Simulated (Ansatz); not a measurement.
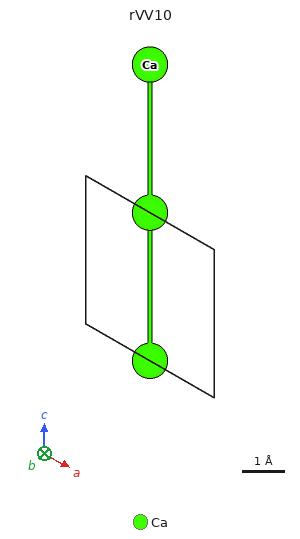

Solid Ca (set up in I4/mmm), relaxed (cell and atoms) with several dispersion corrections. The picture shows the result with rVV10. Style: ball-and-stick. Shown: the cell of the calculation, repeated 1 × 1 × 2 with one cell outlined, along the b axis.

Computed with Ansatz 0.2.0: r2SCAN, Ansatz PAW. Set-up: plane-wave cutoff 500 eV; k-point mesh 9 × 9 × 9; occupations fermi-dirac; smearing width 0.05 eV; no spin polarisation; cell and atoms relaxed; force threshold 0.01 eV/Å.

```json
{"dispersion correction": "rVV10", "volume (Å³/atom)": "42.780", "a (Å)": "3.816"}
{"dispersion correction": "D3(BJ)-ATM", "volume (Å³/atom)": "?", "a (Å)": "?"}
{"dispersion correction": "none", "volume (Å³/atom)": "43.328", "a (Å)": "3.832"}
{"dispersion correction": "D3(BJ)", "volume (Å³/atom)": "42.364", "a (Å)": "3.804"}
{"dispersion correction": "D4", "volume (Å³/atom)": "42.780", "a (Å)": "3.816"}
```

Question: Estimate the missing row from the others, and compare with the calculation.

Answer: With D3(BJ)-ATM the volume falls between D3(BJ) (42.364) and rVV10 (42.780). The calculation gives 42.490 Å³/atom (a = 3.807 Å). In order of volume: D3(BJ) < D3(BJ)-ATM < rVV10 ≈ D4 < none; the spread is 2.3 %.

Each member starts from this one structure; whether another phase lies lower wasn't checked.
